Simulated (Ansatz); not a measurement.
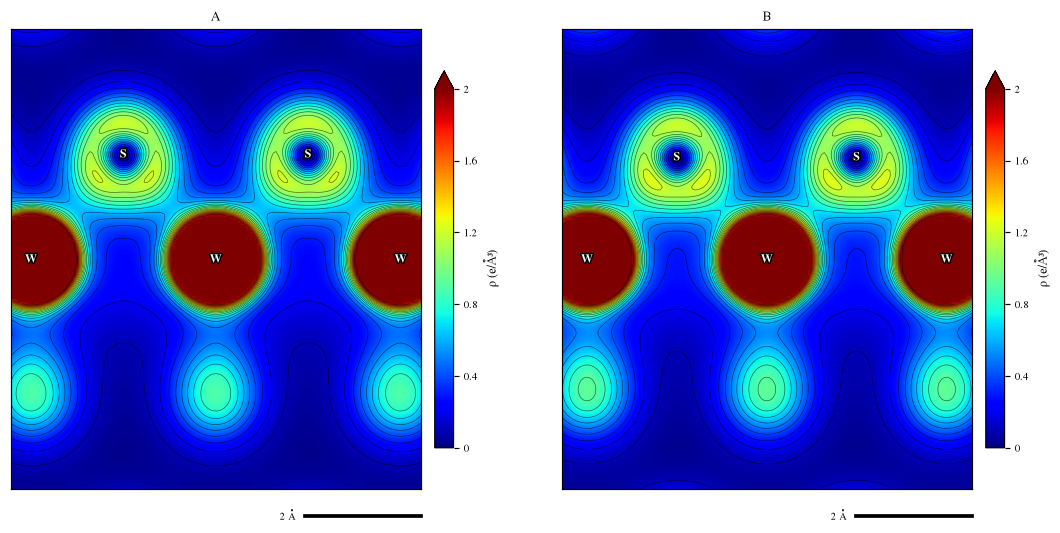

WS₂. The valence charge density (pseudo) of two cells that differ in size, on the (011) plane of each (indices in the axes of the calculation cell), at one length scale and on one colour scale; one has 16.7 and the other 18.1 Å³ an atom.

All numbers below come from Ansatz, Kohn-Sham DFT of a periodic cell, PBEsol, Ansatz PAW.

Core electrons are frozen (PAW), and the valence fields are smoothed inside the atomic spheres.

The larger cell:

```cif
data_structure
_symmetry_space_group_name_H-M 'P 1'
_symmetry_Int_Tables_number 1
_cell_length_a 3.1789
_cell_length_b 6.4699
_cell_length_c 3.1789
_cell_angle_alpha 104.221
_cell_angle_beta 60.000
_cell_angle_gamma 104.221
_cell_volume 54.30
loop_
_atom_site_label
_atom_site_type_symbol
_atom_site_fract_x
_atom_site_fract_y
_atom_site_fract_z
_atom_site_occupancy
W1 W 0.00000 0.00000 0.00000 1
S1 S 0.58100 0.74300 0.58100 1
S2 S 0.75030 0.25090 0.75030 1
```

The smaller cell: a = 3.094 Å, b = 6.296 Å, c = 3.094 Å, α = 104.22°, β = 60.00°, γ = 104.22°.

### Which panel shows the smaller cell, and what does the compression change?

Panel B is the smaller cell, by 8 % in volume. From the larger cell to the smaller, W–S goes from 2.41 to 2.34 Å, and the density at its midpoint from 0.63 to 0.7 e/Å³; the pressure goes from −3.8 to 11 GPa; the Kohn–Sham gap goes from 1.0 eV to 0.94 eV.
